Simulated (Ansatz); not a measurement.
# Single-point calculation of Rh (part 2 of 2)

Continued. System: Rh (slab, 7 atoms in the cell). Method: DFT, PBE, all-electron LAPW, scalar-relativistic, no spin polarisation (Ansatz 0.2.0); 12×9×1 k-mesh, Fermi–Dirac smearing of 0.1 eV. 

Geometry of the input (Å; fractional positions):
```
2.7096  0.0000  0.0000
0.0000  3.8319  0.0000
0.0000  0.0000  24.1288
Rh 0.0000  0.0000  0.3316
Rh 0.5000  0.5000  0.3877
Rh 0.0000  0.0000  0.4439
Rh 0.5000  0.5000  0.5000
Rh 0.0000  0.0000  0.5561
Rh 0.5000  0.5000  0.6123
Rh 0.0000  0.0000  0.6684
```

### Output, continued
```
  k-point 2: bands = ["-290.3640", "-290.3640", "-290.3585", "-290.3585", "-290.3464", "-290.3464", "-290.3303", "-290.3303", "-290.3288", "-290.3288", "-290.2973", "-290.2973", "-290.2855", "-290.2791", "-290.2791", "-290.2755", "-290.2753", "-290.2739", "-290.2739", "-290.2568", "-290.2568", "-290.2561", "-290.2477", "-290.2475", "-290.2475", "-289.6230", "-289.6230", "-289.6084", "-289.6084", "-289.5601", "-289.5601", "-289.5066", "-289.5066", "-289.5046", "-289.5046", "-72.2405", "-72.2086", "-72.1313", "-72.1116", "-72.1108", "-71.4665", "-71.4665", "-40.3248", "-40.2982", "-40.2712", "-40.1305", "-40.0321", "-39.9660", "-39.9510", "-39.9447", "-39.9052", "-39.8665", "-39.8303", "-39.8248", "-39.8078", "-39.8051", "-39.7805", "-39.3063", "-39.3053", "-39.2726", "-39.2726", "-39.2646", "-39.2629", "-0.1863", "0.6876", "1.0508", "1.2477", "1.4201", "1.4401", "1.8782", "2.1220", "2.5910", "3.1159", "3.3992", "3.4852", "3.5750", "3.8511", "3.9477", "4.0111", "4.0640", "4.1613", "4.1818", "4.2726", "4.5822", "4.6011", "4.8102", "5.0454", "5.1314", "5.3777", "5.6455", "5.7318", "5.7402", "5.9342", "6.2617", "6.3608", "6.3940", "6.4746", "6.8381", "7.0004", "7.1680", "7.2482", "7.3649", "8.7416", "9.0247", "10.5361", "10.8700", "11.5338", "12.1181", "12.2776", "12.9197", "14.2306", "15.0954", "15.4123", "16.1927"]
  k-point 34: bands = ["-290.3640", "-290.3640", "-290.3585", "-290.3585", "-290.3464", "-290.3464", "-290.3303", "-290.3303", "-290.3288", "-290.3288", "-290.2973", "-290.2973", "-290.2855", "-290.2791", "-290.2791", "-290.2755", "-290.2753", "-290.2739", "-290.2739", "-290.2568", "-290.2568", "-290.2561", "-290.2477", "-290.2475", "-290.2475", "-289.6230", "-289.6230", "-289.6084", "-289.6084", "-289.5601", "-289.5601", "-289.5066", "-289.5066", "-289.5046", "-289.5046", "-72.1839", "-72.1670", "-72.1169", "-72.0834", "-72.0791", "-71.4331", "-71.4331", "-40.3868", "-40.3827", "-40.2941", "-40.2884", "-40.2154", "-40.1559", "-40.0893", "-40.0122", "-40.0055", "-39.9657", "-39.9651", "-39.8894", "-39.8875", "-39.8570", "-39.8090", "-39.5843", "-39.5842", "-39.2861", "-39.2861", "-39.2437", "-39.2416", "0.9997", "1.0559", "1.7573", "1.9289", "1.9336", "2.0243", "2.3610", "2.7170", "2.8067", "2.9972", "3.0836", "3.3185", "3.3920", "3.4466", "3.6641", "3.7194", "3.8137", "3.9218", "4.1669", "4.6029", "4.6735", "4.8816", "5.1353", "5.5135", "5.7219", "5.7435", "6.1924", "6.4595", "6.9871", "6.9922", "7.0583", "7.0670", "7.1222", "7.2618", "7.3018", "8.5014", "8.6681", "10.5868", "10.8672", "12.7901", "13.2716", "14.4497", "14.5339", "14.5482", "14.9957", "15.0049", "15.2013", "15.2110", "15.5991", "15.8703", "16.0951"]
--- Löwdin populations: 7 sites ---
  site symbol       q [e]
     0     Rh     44.9405
     1     Rh     44.9008
     2     Rh     44.8920
     3     Rh     44.9132
     4     Rh     44.8920
     5     Rh     44.9008
     6     Rh     44.9405
  spilling = 0.001968 (of n_electrons = 315.000000)
```

### File dos.tsv
```
# E-E_F[eV]	g_bin_mean(E)[states/eV]	N(E)
# format = ansatz-dos/2
# fermi_ev = 6.541799
# fermi_mp_grid = 12 9 1
# fermi_mp_shift = 0 0 0
# tetrahedron_fermi_ev = 6.538834
# g_bin_mean(E): the states in a bin one row spacing wide, centred on E, divided by that spacing. States that the method places at a single energy (under output.dos.method: tetrahedron, those of a tetrahedron whose four corners have one energy) are counted whole in the row whose bin holds that energy (on the edge of two bins, in the lower row). The sum of g_bin_mean over a run of rows, times the row spacing, is the number of states from half a spacing under the first of them to half a spacing over the last (a plain sum, not the trapezoid rule).
-14.000000	0.000000e0	1.260000e2
-13.800000	0.000000e0	1.260000e2
-13.600000	0.000000e0	1.260000e2
-13.400000	0.000000e0	1.260000e2
-13.200000	0.000000e0	1.260000e2
-13.000000	0.000000e0	1.260000e2
-12.800000	0.000000e0	1.260000e2
-12.600000	0.000000e0	1.260000e2
-12.400000	0.000000e0	1.260000e2
-12.200000	0.000000e0	1.260000e2
-12.000000	0.000000e0	1.260000e2
-11.800000	0.000000e0	1.260000e2
-11.600000	0.000000e0	1.260000e2
-11.400000	0.000000e0	1.260000e2
-11.200000	0.000000e0	1.260000e2
-11.000000	0.000000e0	1.260000e2
-10.800000	0.000000e0	1.260000e2
-10.600000	0.000000e0	1.260000e2
-10.400000	0.000000e0	1.260000e2
-10.200000	0.000000e0	1.260000e2
-10.000000	0.000000e0	1.260000e2
-9.800000	0.000000e0	1.260000e2
-9.600000	0.000000e0	1.260000e2
-9.400000	0.000000e0	1.260000e2
-9.200000	0.000000e0	1.260000e2
-9.000000	0.000000e0	1.260000e2
-8.800000	0.000000e0	1.260000e2
-8.600000	0.000000e0	1.260000e2
-8.400000	0.000000e0	1.260000e2
-8.200000	0.000000e0	1.260000e2
-8.000000	0.000000e0	1.260000e2
-7.800000	0.000000e0	1.260000e2
-7.600000	0.000000e0	1.260000e2
-7.400000	2.233341e-4	1.260000e2
-7.200000	2.797775e-1	1.260157e2
-7.000000	3.628628e-1	1.260945e2
-6.800000	3.969364e-1	1.261664e2
-6.600000	4.203131e-1	1.262507e2
-6.400000	4.342844e-1	1.263346e2
-6.200000	4.752372e-1	1.264250e2
-6.000000	1.089833e0	1.265665e2
-5.800000	1.851217e0	1.268265e2
-5.600000	4.521284e0	1.275056e2
-5.400000	8.811580e0	1.287212e2
-5.200000	8.440109e0	1.305698e2
-5.000000	1.097629e1	1.324224e2
-4.800000	1.078150e1	1.347465e2
-4.600000	1.061291e1	1.369265e2
-4.400000	9.659279e0	1.387299e2
-4.200000	7.560490e0	1.406559e2
-4.000000	8.830392e0	1.421010e2
-3.800000	7.636319e0	1.438591e2
-3.600000	1.072067e1	1.456985e2
-3.400000	1.179629e1	1.480880e2
-3.200000	1.315116e1	1.503397e2
-3.000000	9.254790e0	1.528272e2
-2.800000	1.222159e1	1.547263e2
-2.600000	1.652961e1	1.576318e2
-2.400000	1.536283e1	1.609723e2
-2.200000	1.147324e1	1.637093e2
-2.000000	1.024960e1	1.657986e2
-1.800000	1.096664e1	1.677842e2
-1.600000	1.122272e1	1.700910e2
-1.400000	1.129989e1	1.724337e2
-1.200000	1.318652e1	1.746641e2
-1.000000	1.115514e1	1.772538e2
-0.800000	1.266588e1	1.796235e2
-0.600000	1.016500e1	1.818270e2
-0.400000	1.139926e1	1.839642e2
-0.200000	1.274443e1	1.863549e2
0.000000	1.321988e1	1.890418e2
0.200000	1.267927e1	1.913849e2
0.400000	1.596802e1	1.945835e2
0.600000	1.117633e1	1.973237e2
0.800000	6.246954e0	1.991313e2
1.000000	2.784075e0	1.999066e2
1.200000	2.255065e0	2.003902e2
1.400000	1.982319e0	2.008106e2
1.600000	1.830647e0	2.011894e2
1.800000	1.833049e0	2.015527e2
2.000000	1.813612e0	2.019191e2
2.200000	2.014714e0	2.022903e2
2.400000	2.585595e0	2.027429e2
2.600000	2.514975e0	2.032981e2
2.800000	2.007648e0	2.037298e2
3.000000	2.003279e0	2.041221e2
3.200000	2.093323e0	2.045313e2
3.400000	2.103065e0	2.049515e2
3.600000	2.138331e0	2.053754e2
3.800000	2.163003e0	2.058082e2
4.000000	2.306864e0	2.062461e2
4.200000	3.208984e0	2.067708e2
4.400000	2.624310e0	2.074094e2
4.600000	2.726843e0	2.079066e2
4.800000	2.527035e0	2.084657e2
5.000000	2.112167e0	2.089191e2
5.200000	2.075159e0	2.093315e2
5.400000	2.138790e0	2.097515e2
5.600000	2.750199e0	2.102053e2
5.800000	3.628017e0	2.108709e2
6.000000	3.224758e0	2.115984e2
6.200000	2.816990e0	2.121669e2
6.400000	3.441965e0	2.127875e2
6.600000	3.400508e0	2.134762e2
6.800000	3.513460e0	2.141411e2
7.000000	3.042237e0	2.148390e2
7.200000	2.783325e0	2.154132e2
7.400000	2.566428e0	2.159483e2
7.600000	2.940869e0	2.164925e2
7.800000	3.731174e0	2.171695e2
8.000000	3.654511e0	2.178768e2
```

### File populations.tsv
```
# site	symbol	l	j	q
# orbitals = lowdin
# n_electrons = 315.000000
# spilling = 0.001968
# projection_atom_Rh: 1s2 2s2 2p6 3s2 3p6 3d10 4s2 4p6 4d8 5s1
0	Rh	0_1S	-	1.999999
0	Rh	0_2S	-	1.999940
0	Rh	0_3S	-	1.999018
0	Rh	0_4S	-	1.983802
0	Rh	0_5S	-	0.752115
0	Rh	1_2P	-	6.000000
0	Rh	1_3P	-	5.999965
0	Rh	1_4P	-	5.994502
0	Rh	2_3D	-	9.999996
0	Rh	2_4D	-	8.211182
1	Rh	0_1S	-	1.999998
1	Rh	0_2S	-	1.999900
1	Rh	0_3S	-	1.998369
1	Rh	0_4S	-	1.972858
1	Rh	0_5S	-	0.810686
1	Rh	1_2P	-	6.000000
1	Rh	1_3P	-	5.999972
1	Rh	1_4P	-	5.995904
1	Rh	2_3D	-	9.999993
1	Rh	2_4D	-	8.123163
2	Rh	0_1S	-	1.999998
2	Rh	0_2S	-	1.999893
2	Rh	0_3S	-	1.998254
2	Rh	0_4S	-	1.971032
2	Rh	0_5S	-	0.807013
2	Rh	1_2P	-	6.000000
2	Rh	1_3P	-	5.999972
2	Rh	1_4P	-	5.995968
2	Rh	2_3D	-	9.999993
2	Rh	2_4D	-	8.119912
3	Rh	0_1S	-	1.999998
3	Rh	0_2S	-	1.999893
3	Rh	0_3S	-	1.998248
3	Rh	0_4S	-	1.970996
3	Rh	0_5S	-	0.810076
3	Rh	1_2P	-	6.000000
3	Rh	1_3P	-	5.999971
3	Rh	1_4P	-	5.995847
3	Rh	2_3D	-	9.999993
3	Rh	2_4D	-	8.138224
4	Rh	0_1S	-	1.999998
4	Rh	0_2S	-	1.999893
4	Rh	0_3S	-	1.998254
4	Rh	0_4S	-	1.971032
4	Rh	0_5S	-	0.807013
4	Rh	1_2P	-	6.000000
4	Rh	1_3P	-	5.999972
4	Rh	1_4P	-	5.995968
4	Rh	2_3D	-	9.999993
4	Rh	2_4D	-	8.119912
5	Rh	0_1S	-	1.999998
5	Rh	0_2S	-	1.999900
5	Rh	0_3S	-	1.998369
5	Rh	0_4S	-	1.972858
5	Rh	0_5S	-	0.810686
5	Rh	1_2P	-	6.000000
5	Rh	1_3P	-	5.999972
5	Rh	1_4P	-	5.995904
5	Rh	2_3D	-	9.999993
5	Rh	2_4D	-	8.123163
6	Rh	0_1S	-	1.999999
6	Rh	0_2S	-	1.999940
6	Rh	0_3S	-	1.999018
6	Rh	0_4S	-	1.983802
6	Rh	0_5S	-	0.752115
6	Rh	1_2P	-	6.000000
6	Rh	1_3P	-	5.999965
6	Rh	1_4P	-	5.994502
6	Rh	2_3D	-	9.999996
6	Rh	2_4D	-	8.211182
```

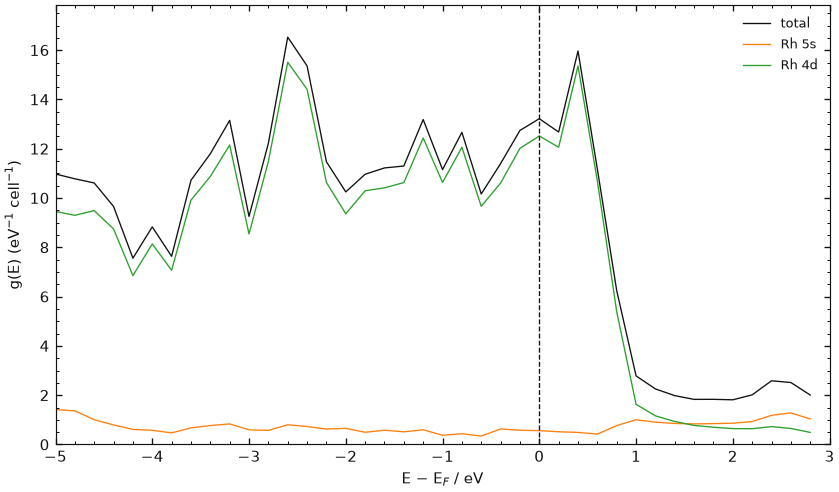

*Density of states (projected on atomic shells), with energies from the Fermi level.*

There are states at the Fermi level: a metal at this level of theory.

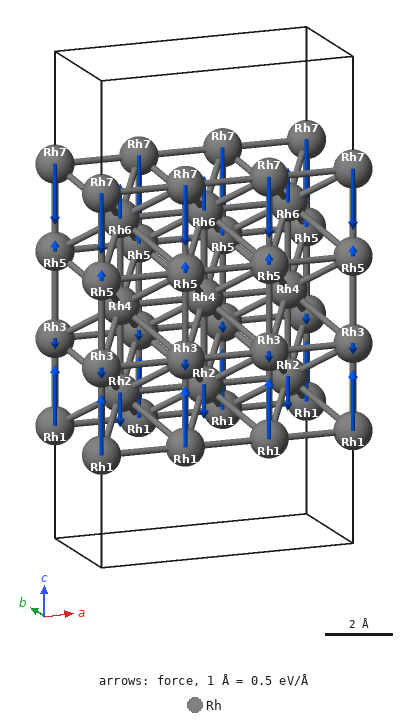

*Forces on the atoms as blue arrows (ball-and-stick view of the 3 × 1 repeat of the cell, with the vacuum cut short, seen slightly off an axis; atoms are numbered from 1 in the order of the input).*

The largest act on Rh1, Rh7 (0.95 eV/Å); Rh2, Rh6 (0.54 eV/Å). The geometry is not a stationary point of this energy.

### Results in brief

```tsv
quantity	value
outcome	converged
electrons in bands (core shells apart)	189
free energy	−911307.9940 eV
Fermi energy	6.542 eV
electronic character	metal
largest force (length of the vector)	0.948 eV/Å
wall time	2.5 min (CPU time 7.3 min)
peak memory	1.9 GiB
```
